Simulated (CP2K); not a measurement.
# Run report: ZrO₂, single-point calculation

ZrO₂ (P4₂/nmc, 6 atoms in the cell), computed with DFT, PBE, Gaussian and plane waves, basis DZVP-MOLOPT-SR-GTH, GTH potentials (CP2K 2026.2).

The structure derives from an entry of the Crystallography Open Database. The geometry comes from this level: r2SCAN (a point of a series of volumes). It belongs to a series of runs on one base structure; here: volume -6%.

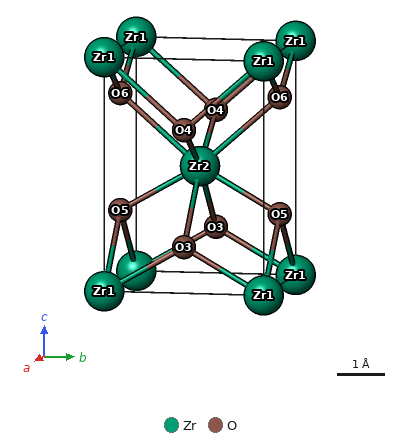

Fig. 1: The input geometry (ball-and-stick view of the cell of the calculation, seen slightly off an axis; atoms are numbered from 1 in the order of the input).

Summary

- outcome: converged
- space group (tolerance 0.01 Å): P4₂/nmc (137)
- free energy: −4322.0782 eV
- pressure: 21.09 GPa
- largest force (length of the vector): 0.291 eV/Å
- hardware: 2 threads of Arm Neoverse V1, 24 GiB of memory available, shared host
- wall time: 43 s (CPU time 69 s)
- peak memory: 0.46 GiB

The cell is under a pressure of 21 GPa at this level, so it is not at its equilibrium volume.

Input
```
&GLOBAL
 PROJECT run
 RUN_TYPE ENERGY_FORCE
 PRINT_LEVEL LOW
&END GLOBAL
&FORCE_EVAL
 METHOD QS
 STRESS_TENSOR ANALYTICAL
 &DFT
  BASIS_SET_FILE_NAME BASIS_MOLOPT
  POTENTIAL_FILE_NAME GTH_POTENTIALS
  &QS
   EXTRAPOLATION USE_GUESS
  &END QS
  &MGRID
   CUTOFF 500
   REL_CUTOFF 50
  &END MGRID
  &XC
   &XC_FUNCTIONAL PBE
   &END XC_FUNCTIONAL
  &END XC
  &KPOINTS
   SCHEME MONKHORST-PACK 5 5 5
   SYMMETRY F
   FULL_GRID F
  &END KPOINTS
  &SCF
   ADDED_MOS 12
   EPS_SCF 1e-6
   MAX_SCF 80
   &DIAGONALIZATION
   &END DIAGONALIZATION
   &MIXING
    METHOD BROYDEN_MIXING
    ALPHA 0.3
   &END MIXING
   &SMEAR
    METHOD FERMI_DIRAC
    ELECTRONIC_TEMPERATURE [K] 232
   &END SMEAR
   &PRINT
    &ITERATION_INFO
    &END ITERATION_INFO
   &END PRINT
  &END SCF
 &END DFT
 &SUBSYS
  &CELL
   A 3.52751567 0.00000000 0.00000000
   B 0.00000000 3.52751567 0.00000000
   C 0.00000000 0.00000000 5.12047659
  &END CELL
  &COORD
   SCALED
   Zr -0.00000000 0.00000000 -0.00000000
   Zr 0.50000000 0.50000000 0.50000000
   O -0.00000000 0.50000000 0.19696846
   O 0.00000000 0.50000000 0.69696846
   O 0.50000000 0.00000000 0.30303154
   O 0.50000000 0.00000000 0.80303154
  &END COORD
  &KIND Zr
   BASIS_SET DZVP-MOLOPT-SR-GTH
   POTENTIAL GTH-PBE
  &END KIND
  &KIND O
   BASIS_SET DZVP-MOLOPT-SR-GTH
   POTENTIAL GTH-PBE
  &END KIND
 &END SUBSYS
 &PRINT
  &STRESS_TENSOR
  &END STRESS_TENSOR
  &FORCES
  &END FORCES
 &END PRINT
&END FORCE_EVAL
```

Launch command:
```bash
cp2k.psmp -i run.inp
```

What the program printed
```
5lnv0y

 CP2K| version string:                                       CP2K version 2026.2
 CP2K|            -lib tblite libvori libbqb
 CP2K| Input file name                                                   run.inp

 GLOBAL| Force Environment number                                              1
 GLOBAL| Cholesky decomposition library                                ScaLAPACK
 GLOBAL| Direct generalized diagonalization requested                          F
 GLOBAL| Matrix multiplication library                                 ScaLAPACK

 GENERATE|  Preliminary Number of Bonds generated:                             0
 GENERATE|  Achieved consistency in connectivity generation.

 *******************************************************************************
 *******************************************************************************
 **                                                                           **
 **     #####                         ##              ##                      **
 **    ##   ##            ##          ##              ##                      **
 **   ##     ##                       ##            ######                    **
 **   ##     ##  ##   ##  ##   #####  ##  ##   ####   ##    #####    #####    **
 **   ##     ##  ##   ##  ##  ##      ## ##   ##      ##   ##   ##  ##   ##   **
 **   ##  ## ##  ##   ##  ##  ##      ####     ###    ##   ######   ######    **
 **    ##  ###   ##   ##  ##  ##      ## ##      ##   ##   ##       ##        **
 **     #######   #####   ##   #####  ##  ##  ####    ##    #####   ##        **
 **           ##                                                    ##        **
 **                                                                           **
 **                                                ... make the atoms dance   **
 **                                                                           **
 **                      J. Chem. Phys. 152, 194103 (2020)                    **
 **                                                                           **
 *******************************************************************************

 TOTAL NUMBERS AND MAXIMUM NUMBERS

  Total number of            - Atomic kinds:                                   2
                             - Atoms:                                          6
                             - Shell sets:                                     6
                             - Shells:                                        36
                             - Primitive Cartesian functions:                 34
                             - Cartesian basis functions:                    118
                             - Spherical basis functions:                    104

  Maximum angular momentum of- Orbital basis functions:                        3
                             - Local part of the GTH pseudopotential:          2
                             - Non-local part of the GTH pseudopotential:      4

 SCF PARAMETERS         Density guess:                                    ATOMIC
                        --------------------------------------------------------
                        max_scf:                                              80
                        max_scf_history:                                       0
                        max_diis:                                              4
                        --------------------------------------------------------
                        eps_scf:                                        1.00E-06
                        eps_scf_history:                                0.00E+00
                        eps_diis:                                       1.00E-01
                        eps_eigval:                                     1.00E-05
                        --------------------------------------------------------
                        level_shift [a.u.]:                             0.000000
                        added MOs                                        12    0
                        --------------------------------------------------------
                        Mixing method:                            BROYDEN_MIXING
                                                charge density mixing in g-space
                        --------------------------------------------------------
                        Smear method:                                FERMI_DIRAC
                        Electronic temperature [K]:                        232.0
                        Electronic temperature [a.u.]:                  7.35E-04
                        Accuracy threshold:                             1.00E-10
                        --------------------------------------------------------
                        No outer SCF

 Extrapolation method: initial_guess

 Number of electrons:                                                         48
 Number of occupied orbitals:                                                 24
 Number of molecular orbitals:                                                36

 Number of orbital functions:                                                104
 Number of independent orbital functions:                                    104

 SCF WAVEFUNCTION OPTIMIZATION

  ------------------------------------------------------------------------------
     1 NoMix/Diag. 0.30E+00    2.0     1.88655249      -159.5494794627 -1.60E+02
     2 Broy./Diag. 0.30E+00    2.5     0.28624955      -153.3984997459  6.15E+00
     3 Broy./Diag. 0.30E+00    2.5     0.07051353      -158.3991786173 -5.00E+00
     4 Broy./Diag. 0.30E+00    2.5     0.02237938      -158.9179213218 -5.19E-01
     5 Broy./Diag. 0.30E+00    2.5     0.01596975      -158.5835220017  3.34E-01
     6 Broy./Diag. 0.30E+00    2.5     0.00194274      -158.8299399564 -2.46E-01
     7 Broy./Diag. 0.30E+00    2.5     0.00096531      -158.8356907899 -5.75E-03
     8 Broy./Diag. 0.30E+00    2.5     0.00014925      -158.8346524070  1.04E-03
     9 Broy./Diag. 0.30E+00    2.5     0.00002884      -158.8337956072  8.57E-04
    10 Broy./Diag. 0.30E+00    2.5     0.00000930      -158.8334839453  3.12E-04
    11 Broy./Diag. 0.30E+00    2.5     0.00000105      -158.8334045059  7.94E-05
    12 Broy./Diag. 0.30E+00    2.5     0.00000154      -158.8334330860 -2.86E-05
    13 Broy./Diag. 0.30E+00    2.5     0.00000006      -158.8334481726 -1.51E-05

  *** SCF run converged in    13 steps ***

  Electronic density on regular grids:        -47.9999999998        0.0000000002
  Core density on regular grids:               47.9999999976       -0.0000000024
  Total charge density on r-space grids:       -0.0000000022
  Total charge density g-space grids:          -0.0000000022

  Overlap energy of the core charge distribution:               0.00000000006403
  Self energy of the core charge distribution:               -338.96291348807404
  Core Hamiltonian energy:                                     86.56393418638409
  Hartree energy:                                             119.89720805419957
  Exchange-correlation energy:                                -26.33167692519914
  Electronic entropic energy:                                  -0.00000000000000
  Fermi energy:                                                 0.46393857361132

  Total energy:                                              -158.83344817262554
  Total energy (extrapolated to T->0):                       -158.83344817262554

 ENERGY| Total FORCE_EVAL ( QS ) energy [hartree]           -158.833446885798537

 FORCES| Atomic forces [hartree/bohr]
 FORCES|   Atom     x               y               z               |f|
 FORCES|      1 -2.94267023E-11 -2.57043836E-11  4.36568853E-08   4.36569028E-08
 FORCES|      2 -3.09250425E-11 -3.12041032E-11  4.91989912E-08   4.91990109E-08
 FORCES|      3  2.07077472E-10  2.83242093E-10  5.66511047E-03   5.66511047E-03
 FORCES|      4  2.88122162E-10  1.98054514E-10  5.66535682E-03   5.66535682E-03
 FORCES|      5  1.97809223E-10  2.88090047E-10 -5.66531259E-03   5.66531259E-03
 FORCES|      6  2.83909318E-10  2.07087268E-10 -5.66524668E-03   5.66524668E-03
 FORCES| Sum     9.16566430E-10  9.19565435E-10  8.66305553E-10
 FORCES| Total atomic force                                       1.56082668E-09

 STRESS| Analytical stress tensor [bar]
 STRESS|                        x                   y                   z
 STRESS|      x        2.18517715204E+05   2.56797373967E-04  -1.39599118099E-05
 STRESS|      y        2.56797373967E-04   2.18517907304E+05   1.49632449604E-05
 STRESS|      z       -1.39599118099E-05   1.49632449604E-05   1.95599324663E+05
 STRESS| 1/3 Trace                                             2.10878315724E+05
 STRESS| Determinant                                           9.33987437080E+15

 STRESS| Eigenvectors and eigenvalues of the analytical stress tensor [bar]
 STRESS|                        1                   2                   3
 STRESS| Eigenvalues   1.95599324663E+05   2.18517715203E+05   2.18517907304E+05
 STRESS|      x           0.000000000609      0.999999106504      0.001336783733
 STRESS|      y          -0.000000000653     -0.001336783733      0.999999106504
 STRESS|      z           1.000000000000     -0.000000000610      0.000000000652
```

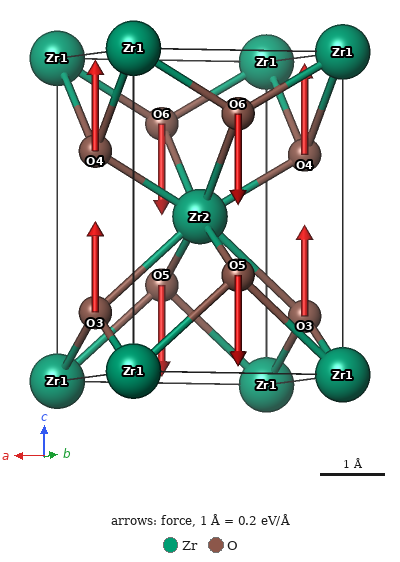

Fig. 2: Forces on the atoms as red arrows (ball-and-stick view of the cell of the calculation, seen at an oblique angle; atoms are numbered from 1 in the order of the input). The largest act on all 4 O atoms (0.29 eV/Å). The geometry is not a stationary point of this energy.
